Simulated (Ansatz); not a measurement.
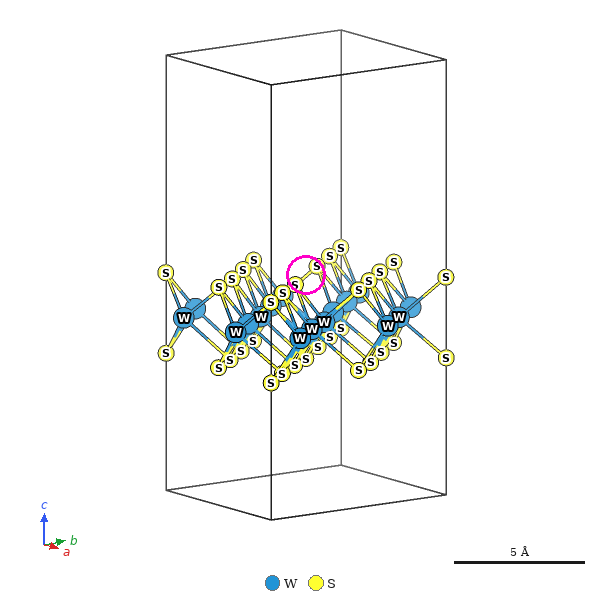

This ball-and-stick model is shown slightly off an axis. The frame is the supercell; atoms at its boundary are shown with their periodic copies. The host is WS₂, in a cell of 36 sites, and the cell carries a charge of -1. A ring marks the defect's site.

> Which defect is modelled here, and what are its neighbours?

A sulfur vacancy. Around the empty site lie three W at about 2.3 to 2.4 Å.

Level of theory: DFT PBE+D3(BJ), scalar-relativistic, plane waves, PAW in Ansatz 0.2.0. Settings were plane waves up to 420 eV, Brillouin-zone sampling on a 2×2×2 mesh, Gaussian smearing of 0.01 eV, collinear spins.

> Does a spin moment come with the defect?

Yes, 1.0 μB in the cell.

The atoms were relaxed in the host's cell with DFT PBE+D3(BJ), scalar-relativistic, plane waves, PAW (Ansatz).
